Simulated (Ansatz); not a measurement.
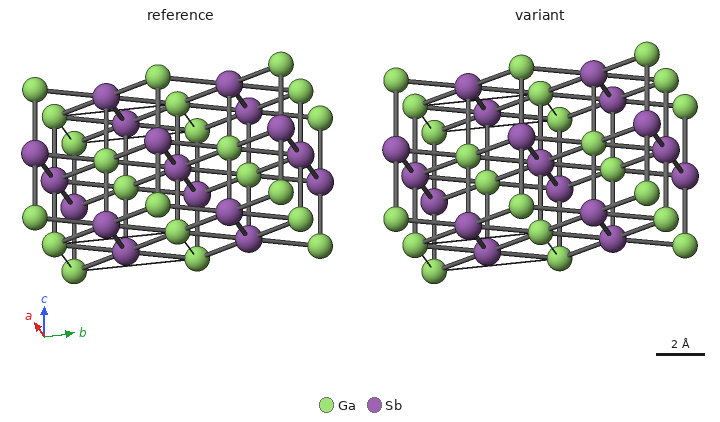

Left: a symmetric starting cell of GaSb. Right: the same structure after one change, at the same scale. Style: ball-and-stick. Shown: the conventional cell (2 times the calculation's cell), repeated 2 × 2 × 1 with one cell outlined, from a free direction. Lengths and directions refer to the drawn axes.

These are results of DFT PBEsol, scalar-relativistic, plane waves, PAW (Ansatz), not measurements. Settings: plane-wave cutoff 420 eV; k-point mesh 16 × 16 × 16; occupations gaussian; smearing width 0.1 eV; no spin polarisation.

Q: Which change leads from the left to the right?

A: The cell is strained by +8.6 % along c, +2.0 % along b, −2.8 % along a (volume +7.6 %), the atoms keeping their fractional coordinates. No relaxation follows. The starting cell wasn't computed here and needn't be at equilibrium, so pressure and forces aren't due to the change alone.

Q: What does the change do?

A: The pressure is −4.8 GPa (not all of it need come from the change, since the unchanged cell can be under pressure at this level too). The principal stresses (compression positive) are −0.9 GPa along a, −4.6 GPa along b, −8.9 GPa along c. All forces vanish by symmetry. Near-neighbour distances before and after: Ga–Sb 2.893 → 3.142 Å, Sb–Sb 3.112 → 3.024 Å, Ga–Sb 3.095 → 3.119 Å. The space group stays Immm (No. 71).
